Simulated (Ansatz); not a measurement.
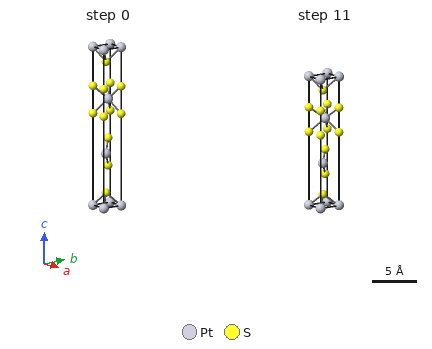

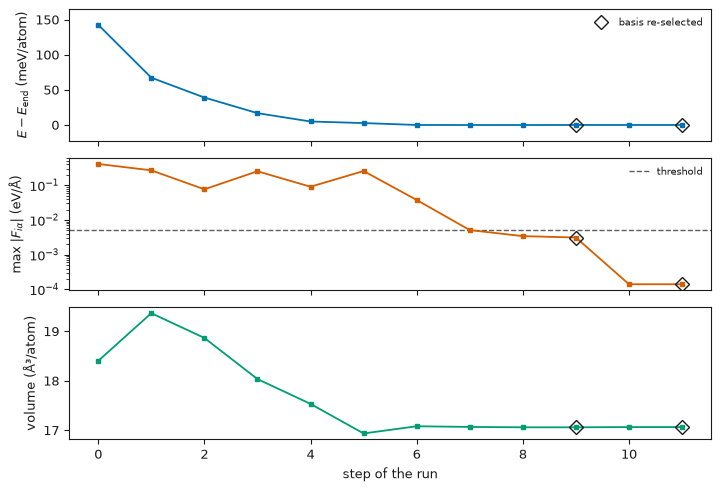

First and last geometry of a relaxation of solid PtS2 (built on the 3R (MoS2) bulk type), with the history of the run. Style: ball-and-stick. Shown: the conventional cell (3 times the calculation's cell), slightly off an axis. Lengths and directions refer to the drawn axes.

All numbers below come from DFT, PBE-D3(BJ), plane waves, PAW (Ansatz 0.2.0). Settings: plane-wave cutoff 420 eV; k-point mesh 8 × 8 × 8; occupations fermi dirac; smearing width 0.02 eV; no spin polarisation; cell and atoms relaxed; force threshold 0.005 eV/Å.

Q: What do the curves and the structures tell?

A: It converged. The largest move relative to the cell is that of an S atom, 0.15 Å along −c. By element the largest moves are S 0.15 Å, Pt 0.04 Å. The volume changes by −7.3 %, with a = b 3.238 → 3.460 Å (+6.8 %), c 18.238 → 14.816 Å (−18.8 %). Some distances before and after: S–S 3.465 → 2.903 Å, S–S 3.162 → 2.832 Å, Pt–S 2.448 → 2.480 Å, Pt–S 2.448 → 2.418 Å. Among the angles between lasting bonds that change: S–Pt–S 80.4° → 70.6°, S–Pt–S 82.8° → 91.3°, Pt–S–Pt 82.8° → 91.3°. The space group stays R3m (No. 160). The energy falls by 143 meV per atom in 9 accepted moves (11 points after the start). Largest force component: 0.41 eV/Å at the start, 0.00014 eV/Å at the end. Pressure: 1.44 GPa at the start and 0.00 GPa at the end. The SCF was repeated twice at an unchanged geometry on a basis and grid sized afresh for the cell, which shifted the energy by 0.1 meV per atom at most.

```csv
step,"E − E(0), meV/atom","largest force component, eV/Å","pressure, GPa","volume, Å³/atom",note
0,0.00,0.4117,1.44,18.403,
1,-75.37,0.2701,-2.02,19.366,
2,-103.64,0.0766,-1.24,18.866,
3,-125.89,0.2537,-0.05,18.035,
4,-137.79,0.0909,-1.78,17.534,
5,-140.05,0.2576,1.82,16.936,
6,-142.73,0.0378,0.09,17.082,
7,-142.80,0.0051,-0.04,17.068,
8,-142.80,0.0034,0.02,17.061,
9,-142.74,0.0031,0.05,17.061,"same geometry, new basis"
10,-142.75,0.0001,0.00,17.065,
11,-142.75,0.0001,0.00,17.065,"same geometry, new basis"
```
